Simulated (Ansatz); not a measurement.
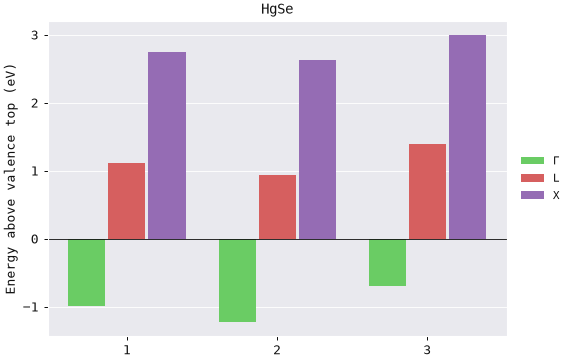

Lowest conduction level at each named k point, counted from the valence-band top at Γ, by several methods on one cell of zincblende HgSe, space group F-43m (No. 216), 2 atoms in the primitive cell, relaxed with r2SCAN; cubic a = 6.185 Å. All runs are without spin-orbit coupling and carry no moments. A negative value at Γ means that the s-like level, then filled, lies under the p-like triplet: the bands are inverted and there is no gap.

Q: Which column is which method? They are r2SCAN, LDA and PBE.

A: 1 is PBE; 2 is LDA; 3 is r2SCAN.

```csv
method,program,Γ (eV),L (eV),X (eV)
LDA,Ansatz,−1.22,0.94,2.63
PBE,Ansatz,−0.99,1.11,2.74
r2SCAN,Ansatz,−0.69,1.40,2.99
```

Q: Does r2SCAN shift these levels rigidly from PBE?

A: The shifts are +0.30 eV at Γ, +0.29 eV at L and +0.25 eV at X, and at points that aren't plotted +0.28 eV (U) and +0.30 eV (W): over the named points that both runs hold, a spread of 0.05 eV on a mean of 0.28 eV, so one shift describes them well.

Settings. LDA: Ansatz PAW set, 8×8×8 k mesh, 420 eV cutoff, Fermi-Dirac smearing of 0.02 eV (Ansatz 0.2.0). PBE: Ansatz PAW set, 8×8×8 k mesh, 420 eV cutoff, Fermi-Dirac smearing of 0.02 eV (Ansatz 0.2.0). r2SCAN: Ansatz PAW set, 8×8×8 k mesh, 500 eV cutoff, Fermi-Dirac smearing of 0.02 eV (Ansatz 0.2.0).

Spin-orbit coupling is left out, which matters for Hg and Se. LDA and r2SCAN: the PAW data sets were made with another functional.
